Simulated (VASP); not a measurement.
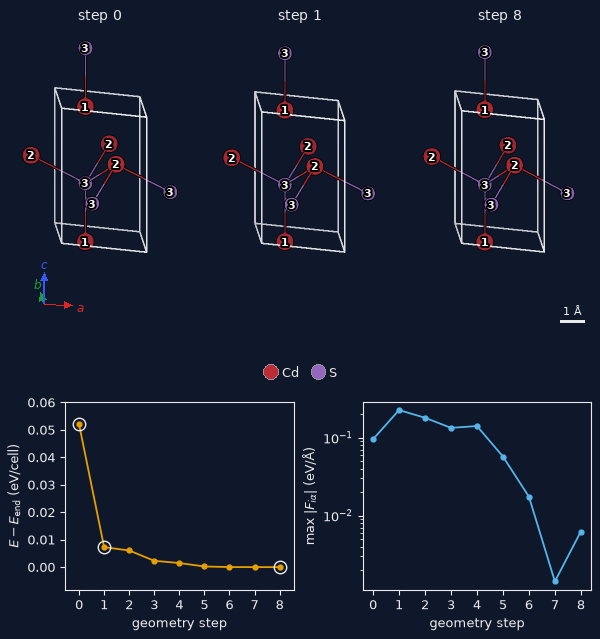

Frames of a relaxation of crystalline Cd2S (set up in P3m1), marked on the history of the run. The picture is a ball-and-stick view of the cell of the calculation, seen from a free direction.

The run lets cell and atoms move.

The calculation used Kohn-Sham DFT of a periodic cell, PBEsol, VASP PAW PBE potentials, recommended (VASP 6.6.1).

The input:
```
PREC = Accurate
ENCUT = 600
EDIFF = 1E-6
ISMEAR = 0
SIGMA = 0.02
LREAL = F
LASPH = T
NELM = 100
ALGO = Normal
ISIF = 3
LWAVE = F
LCHARG = F
GGA = PS
IBRION = 2
NSW = 60
EDIFFG = -0.01
```

Run as
```bash
cat potpaw_PBE.64/Cd/POTCAR potpaw_PBE.64/S/POTCAR > POTCAR
mpirun -np 1 vasp_std > vasp.out
```

> Describe the path.

Over 8 geometry steps the energy falls by 52.0 meV per cell of the calculation. The largest force component goes from 0.096 to 0.0062 eV/Å. Pressure: −2.91 GPa at the start and 0.01 GPa at the end. The largest move relative to the cell is that of Cd2, 0.023 Å along +c. Largest moves by element: Cd 0.023 Å, S 0.010 Å. The drawn cell changes as follows: a = b 3.963 → 3.856 Å (−2.7 %), c 5.809 → 5.699 Å (−1.9 %); the volume changes by −7.1 %. Some distances before and after: Cd2–S3 2.601 → 2.552 Å, Cd1–S3 2.515 → 2.470 Å. The space group stays P3m1 (No. 156). From step 0 to 1: volume −6.8 %, energy −44.7 meV per cell of the calculation. From step 1 to 8: Cd2 moves most (0.03 Å), volume −0.3 %, energy −7.3 meV per cell of the calculation.

```csv
step,"E − E(0), meV/atom","largest force component, eV/Å","pressure, GPa","volume, Å³/atom"
0,0.00,0.0958,-2.91,26.333
1,-14.91,0.2269,0.44,24.550
2,-15.32,0.1810,-0.09,24.781
3,-16.57,0.1341,-0.02,24.644
4,-16.84,0.1416,0.03,24.544
5,-17.26,0.0575,-0.04,24.517
6,-17.33,0.0175,-0.07,24.501
7,-17.34,0.0014,0.04,24.453
8,-17.34,0.0062,0.01,24.468
```

Limits of the set-up: layers or molecules are held without a dispersion correction, so their spacing is unreliable.
